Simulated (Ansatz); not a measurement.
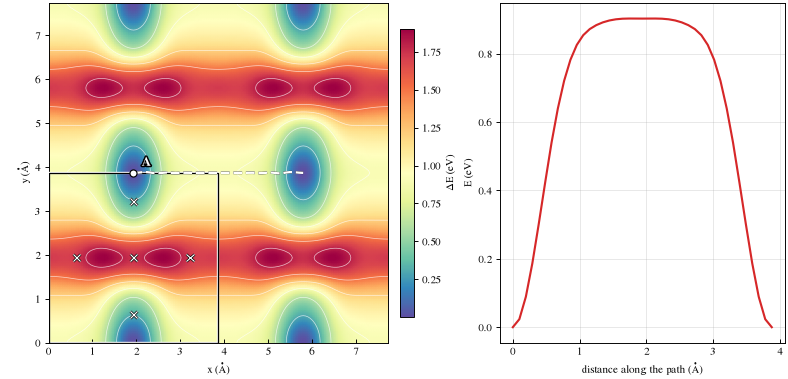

S on a Si(100) slab cut from the Fd-3m phase, its upper half relaxed before the scan (4 atoms of substrate and one adsorbate in a 1 × 1 cell). S is moved over the surface cell; relaxed at each place: the height of the adsorbate's atoms; substrate rigid; the origin of the map has the adsorbate above Si4. Places are given modulo a cell vector. The map is drawn in real space over the plane of the surface. The grid has 6 × 6 points; 13 points were computed and 18 follow by symmetry. At 5 points there is no value. All energies are given in eV relative to the lowest grid point. With one adsorbate in each 1 × 1 cell, its nearest image is 3.9 Å away, so neighbouring adsorbates interact. These are results of DFT PBE, scalar-relativistic, plane waves, PAW (Ansatz), not measurements. Settings: cutoff 420 eV, k-mesh 7×7×1, gaussian smearing 0.05 eV, spin-polarised.

In the figure: a smooth colour map with a few white contour lines, crosses at grid points without a value, a line along the lowest path, the outline of one cell of the 2 × 2 shown, the energy along the path at the right, the start A. Between grid points the surface is interpolated.

Describe the path and its barrier.

Answer. The easiest path leads from the well at a bridge site between two Si atoms, (3/6, 0/6) of the cell vectors to its copy one period on. Its highest point lies about 0.9 eV above the bottom of the first well on the interpolated surface, at about (0.95, 0.00) of the cell vectors. This is the barrier on the constrained surface; relaxing the other coordinates would change it.

PAW datasets: the set soft_1.
